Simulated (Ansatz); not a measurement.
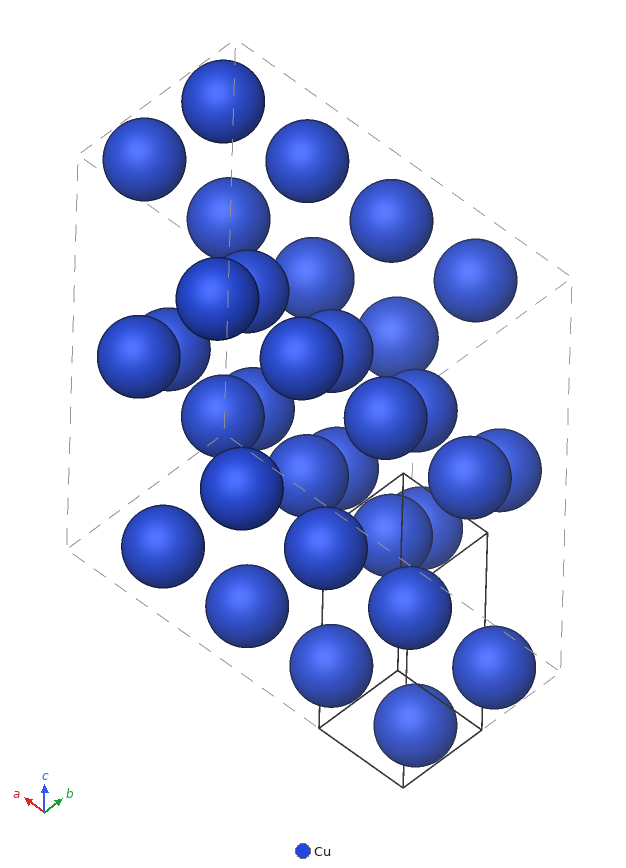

This spheres-only model is shown from a general direction. A block of 4×2×2 cells is shown, with one conventional unit cell in solid outline.

Cu, space group P-1 (No. 2), a = 2.46 Å, b = 2.46 Å, c = 3.99 Å, α = 87.42°, β = 87.42°, γ = 72.00°.

The numbers come from Ansatz, DFT r2SCAN, scalar-relativistic, plane waves, PAW, using plane-wave cutoff 500 eV, k-points about 0.20 Å⁻¹ apart, Gaussian smearing of 0.15 eV, no spin polarisation.

**Classify it as metallic or gapped, with the value.**

A metal: bands cross the Fermi level.

**What pressure does the calculation give for this cell?**

The computed pressure is 86.0 GPa (compressed: it would expand). The stress isn't hydrostatic: its largest component is 92.4 GPa.

Origin of the cell: a structure listed in the Materials Project. The cell was then strained or its atoms displaced on purpose. It was run through Ansatz as a DFT input.

At this level of theory the cell isn't at rest (compressed, at 86 GPa and forces up to 12.5 eV/Å), so its distances can differ from those at equilibrium, the more so the softer the solid.
